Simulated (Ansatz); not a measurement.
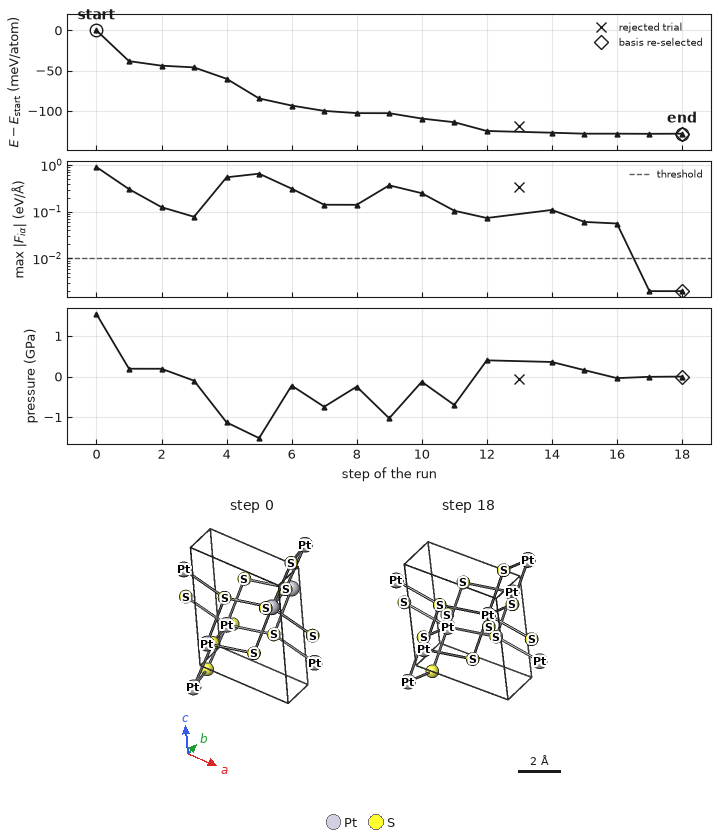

First and last geometry of a relaxation of a crystal of PtS$_{2}$ (built on the TiO2-15 type type), with the history of the run. The picture is a ball-and-stick view of the cell of the calculation, seen slightly off an axis.

Level of theory: DFT, PBEsol, plane waves, PAW (Ansatz). (plane-wave cutoff 420 eV; k-point mesh 6 × 6 × 4; occupations fermi dirac; smearing width 0.03 eV; no spin polarisation; cell and atoms relaxed; force threshold 0.01 eV/Å; at most 120 steps)

> Did the run converge, and what did it change?

It converged. After 16 accepted moves (18 points after the start) the energy has fallen by 128 meV per atom. The largest force component goes from 0.91 to 0.002 eV/Å. The pressure goes from 1.54 to 0.00 GPa. The line search rejected the trial step at point 13 of the run. At 1 point the geometry stayed and the basis and grid were re-selected for the new cell (energy shift of 0.2 meV per atom at most each time). The largest moves relative to the cell, 0.46 Å, are those of S atoms. Largest moves by element: S 0.46 Å, Pt 0.18 Å. The drawn cell changes as follows: a = b 4.601 → 4.705 Å (+2.3 %), c 6.579 → 5.717 Å (−13.1 %), α 109.9° → 109.1°, β 109.9° → 109.1°, γ 90.0° → 87.6°; the volume changes by −7.7 %. Among the contacts that change: S–S 3.394 → 2.701 Å, Pt–S 2.375 → 2.501 Å, Pt–S 2.407 → 2.343 Å, Pt–S 2.324 → 2.370 Å. Among the angles between lasting bonds that change: S–Pt–S 93.5° → 121.9°, S–Pt–S 91.2° → 65.4°, S–Pt–S 104.0° → 95.7°. The space group stays C2/c (No. 15).
